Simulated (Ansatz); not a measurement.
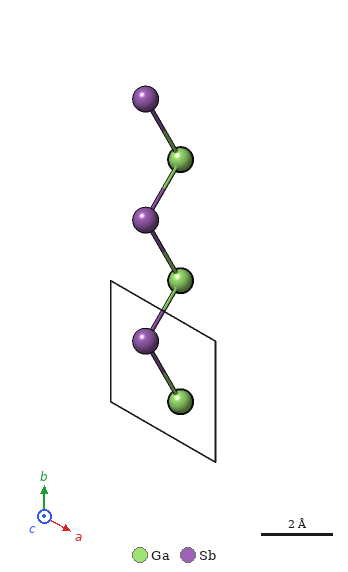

Starting structure of a crystal of GaSb₂ (built on the 2H molybdenite_194 type) (coarse preliminary run). The picture is a ball-and-stick view of the cell of the calculation, repeated 1 × 3 × 1 with one cell outlined, seen along the c axis.

Case: 2H molybdenite type (P6_3/mmc, No. 194).

The calculation used Ansatz 0.2.0, DFT PBE, scalar-relativistic, plane waves, PAW.

The input:
```yaml
crystal:
  lattice:
    - [3.4450227159, 0.0, 0.0]
    - [-1.722511358, 2.9834771886, 0.0]
    - [0.0, 0.0, 13.3997256663]
  atoms:
    - { symbol: Ga, position: [0.3333333333, 0.6666666667, 0.25] }
    - { symbol: Ga, position: [0.6666666667, 0.3333333333, 0.75] }
    - { symbol: Sb, position: [0.3333333333, 0.6666666667, 0.6275] }
    - { symbol: Sb, position: [0.6666666667, 0.3333333333, 0.1275] }
    - { symbol: Sb, position: [0.3333333333, 0.6666666667, 0.8725] }
    - { symbol: Sb, position: [0.6666666667, 0.3333333333, 0.3725] }
basis:
  ecutwfc: 420
kpoints:
  mp_grid: { grid: [6, 6, 2] }
hamiltonian:
  xc: pbe
scf:
  occupations: { method: gaussian, width: 0.1 }
  lower_state_search: "off"
output:
  forces: true
  stress: true
  eigenvalues: true
relax:
  adjacent_minimum: "off"
  f_tol: 0.04
  max_steps: 70
  cell: { stress_tol: 0.4 }
```

Run as
```bash
ansatz run input.yaml --threads 1 --pin off --max-ram 2560MiB --backend cpu --events-out ev --progress --plain --runs-dir out
```

What does the optimiser find from here?

After 11 accepted moves (16 points after the start) the energy has fallen by 514 meV per atom. Largest force component: 2.7 eV/Å at the start, 0.003 eV/Å at the end. The pressure goes from 20.67 to −0.04 GPa. The line search rejected the trial steps at points 6, 12, 14 of the run. The SCF was repeated twice at an unchanged geometry on a basis and grid sized afresh for the cell, which shifted the energy by 14.6 meV per atom at most. The largest moves relative to the cell, 0.41 Å, are those of Sb3, Sb4, Sb5 and Sb6. Sb3 goes along −c. Ga stays in place. The drawn cell changes as follows: a = b 3.445 → 4.160 Å (+20.7 %), c 13.400 → 11.000 Å (−17.9 %); the volume changes by +19.7 %. Some distances before and after: Sb3–Sb6 3.954 → 3.115 Å, Ga1–Sb4 2.579 → 2.976 Å. New bonds form: Sb3–Sb6 (3.95 → 3.11 Å), Sb4–Sb5 (3.95 → 3.11 Å). Among the angles between lasting bonds that change: Sb3–Ga2–Sb5 79.1° → 72.4°, Ga2–Sb5–Ga2 83.8° → 88.7°, Sb3–Ga2–Sb3 83.8° → 88.7°. The space group stays P6_3/mmc (No. 194). The run took 100 s on 1 thread of Intel(R) Xeon(R) Platinum 8375C CPU @ 2.90GHz (Ice Lake) (shared host), peak memory 0.52 GiB.

The structure at the end:

```
Ga Sb
1.0
     4.15974    0.00000    0.00000
    -2.07987    3.60244    0.00000
     0.00000    0.00000   11.00034
Ga Sb
2 4
Direct
  0.33333 0.66667 0.25000
  0.66667 0.33333 0.75000
  0.33333 0.66667 0.59016
  0.66667 0.33333 0.09016
  0.33333 0.66667 0.90984
  0.66667 0.33333 0.40984
```

After the run, drawn alike:

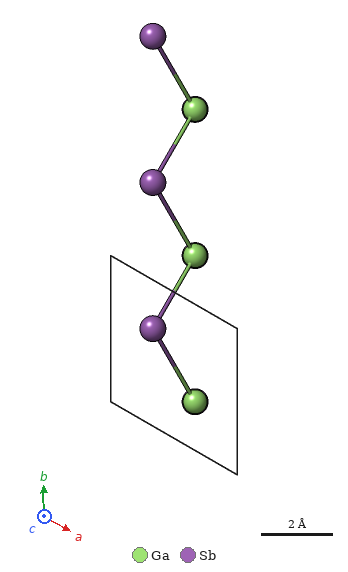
